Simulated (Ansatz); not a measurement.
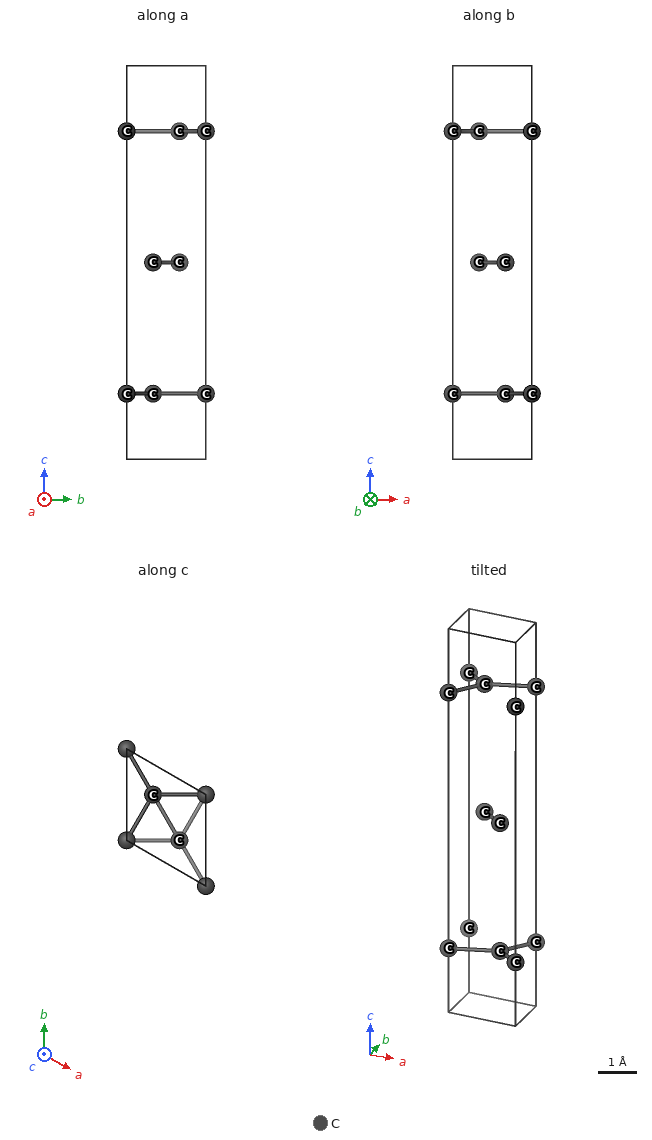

The crystal in a ball-and-stick representation, seen along the a axis, along the b axis, along the c axis and slightly off an axis. The outline marks the conventional unit cell.

Lattice parameters: a = 2.4558 Å, b = 2.4558 Å, c = 10.5636 Å, α = 90.000°, β = 90.000°, γ = 120.000°.

### From the views, write a CIF with its space group and independent sites.

```cif
data_structure
_symmetry_space_group_name_H-M 'R -3 m :H'
_symmetry_Int_Tables_number 166
_cell_length_a 2.4558
_cell_length_b 2.4558
_cell_length_c 10.5636
_cell_angle_alpha 90.000
_cell_angle_beta 90.000
_cell_angle_gamma 120.000
_cell_volume 55.17
loop_
_atom_site_label
_atom_site_type_symbol
_atom_site_symmetry_multiplicity
_atom_site_Wyckoff_symbol
_atom_site_fract_x
_atom_site_fract_y
_atom_site_fract_z
_atom_site_occupancy
C1 C 6 c 0.0000 0.0000 0.1666 1
```

Provenance: a structure type filled with this element by a generator (whether the element takes this form wasn't checked). Atoms and cell were optimised with DFT r2SCAN, scalar-relativistic, plane waves, PAW (Ansatz).
